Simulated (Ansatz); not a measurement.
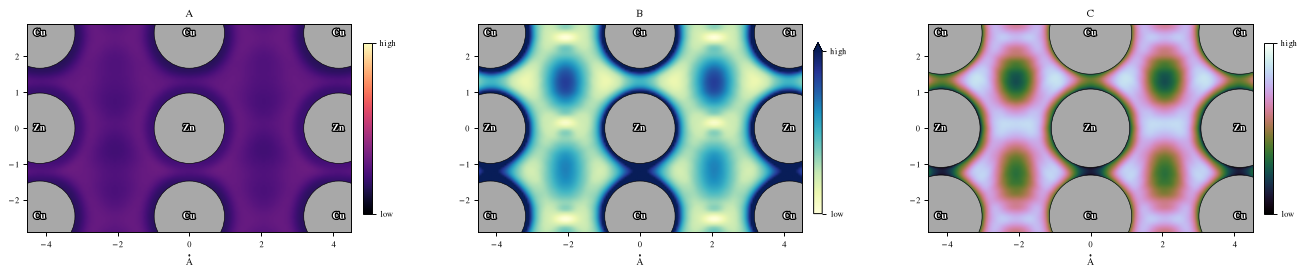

ZnCu: 3 fields on the (100) plane of the conventional cell, with unlabelled colour scales. Grey discs cover the atomic cores.

Space group R3m; changed on purpose from its base cell (all Cu atoms moved -0.100 Å, as atom 2 towards its neighbour atom 1 (Zn) at 2.550 A); not relaxed (largest force 0.5 eV/Å); computed pressure about −4 GPa in this cell; computed without spin polarisation.

Theory: DFT PBEsol, scalar-relativistic, plane waves, PAW (Ansatz).

```cif
data_structure
_symmetry_space_group_name_H-M 'P 1'
_symmetry_Int_Tables_number 1
_cell_length_a 4.1649
_cell_length_b 4.1649
_cell_length_c 5.1009
_cell_angle_alpha 90.000
_cell_angle_beta 90.000
_cell_angle_gamma 120.000
_cell_volume 76.63
loop_
_atom_site_label
_atom_site_type_symbol
_atom_site_fract_x
_atom_site_fract_y
_atom_site_fract_z
_atom_site_occupancy
Zn1 Zn 0.33333 0.66667 0.16667 1
Zn2 Zn 0.00000 0.00000 0.50000 1
Zn3 Zn 0.66667 0.33333 0.83333 1
Cu1 Cu 0.00000 0.00000 0.01960 1
Cu2 Cu 0.66667 0.33333 0.35294 1
Cu3 Cu 0.33333 0.66667 0.68627 1
```

Question: The panels show electron localisation function, electrostatic potential energy of an electron and valence pseudo-density in some order. Assign them.

Answer: Panel A: electron localisation function. Panel B: valence pseudo-density. Panel C: electrostatic potential energy of an electron (low next to the atoms, rising into the space between them). From the grid: Zn–Cu (2.45 Å): ρ is about 0.31 e/Å³ halfway; the ELF is about 0.25 at the midpoint: no shared electron pair shows on this line. Zn–Cu (2.65 Å): ρ is about 0.23 e/Å³ halfway; the ELF is about 0.25 at the midpoint (no localised pair shows between them).
